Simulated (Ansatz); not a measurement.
```
Hf O
1.0
     5.29380   -5.06923   -5.10096
    -5.29380   -5.06923    5.10096
    -5.29380    5.06923   -5.10096
Hf O
15 32
Direct
  0.23786 0.35348 0.85455
  0.24694 0.85072 0.36480
  0.74635 0.84982 0.86565
  0.48945 0.13115 0.89500
  0.98816 0.12348 0.38786
  0.99426 0.63527 0.89648
  0.49547 0.63428 0.39660
  0.51490 0.87604 0.11836
  0.01295 0.86829 0.62009
  0.02412 0.37760 0.11451
  0.51873 0.37325 0.60674
  0.27440 0.66011 0.65811
  0.75224 0.64466 0.13687
  0.76031 0.15664 0.63300
  0.27161 0.15722 0.14931
  0.77028 0.26723 0.08724
  0.27189 0.27389 0.62124
  0.27458 0.77398 0.12994
  0.77322 0.77620 0.62688
  0.52075 0.39597 0.98630
  0.08355 0.39062 0.56571
  0.02556 0.90181 0.99029
  0.52366 0.90022 0.49280
  0.52718 0.90353 0.88520
  0.02277 0.89895 0.39032
  0.02330 0.40327 0.88254
  0.50162 0.40274 0.38560
  0.27516 0.89087 0.62544
  0.77226 0.88452 0.11975
  0.77056 0.39368 0.63586
  0.27251 0.38977 0.11561
  0.23153 0.10332 0.87007
  0.73760 0.09244 0.37231
  0.73371 0.60029 0.87282
  0.23214 0.59619 0.37818
  0.45693 0.08385 0.11078
  0.97712 0.10384 0.63841
  0.98476 0.61646 0.13691
  0.48818 0.61829 0.64371
  0.36630 0.61232 0.89208
  0.86982 0.61997 0.37383
  0.83924 0.10506 0.87459
  0.33438 0.09804 0.37165
  0.09773 0.71624 0.74432
  0.60127 0.71933 0.25029
  0.57814 0.20654 0.72513
  0.08369 0.21805 0.23857
```

Spin-polarised.

Method: DFT PBE, scalar-relativistic, plane waves, PAW in Ansatz.

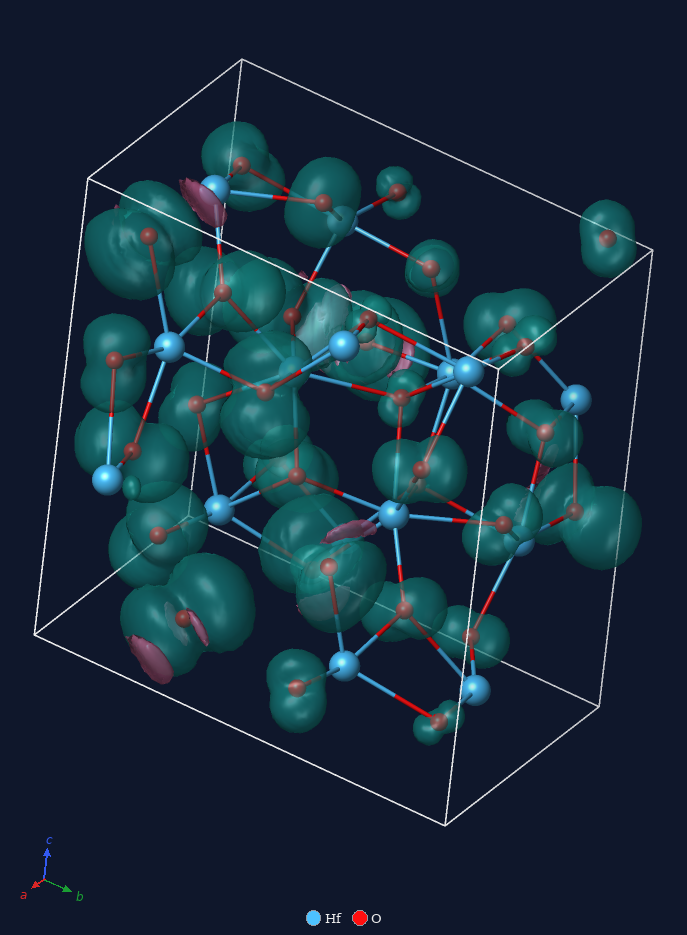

Hf₁₅O₃₂ (cell with a defect). Isosurfaces of the magnetisation density (up minus down) at +0.006 (teal) and −0.006 e/Å³ (pink), seen slightly off an axis. Sticks mark near contacts.

### Where is the spin, and how is it ordered?

The spin density sits on O: +0.7 μB and +0.4 μB (×4) in one cell of 47 atoms, with smaller moments on other sites: O (up to +0.21 μB): parallel main moments (a ferromagnetic arrangement) in this solution. The cell of the calculation (47 atoms) carries 4.0 μB of net spin moment.
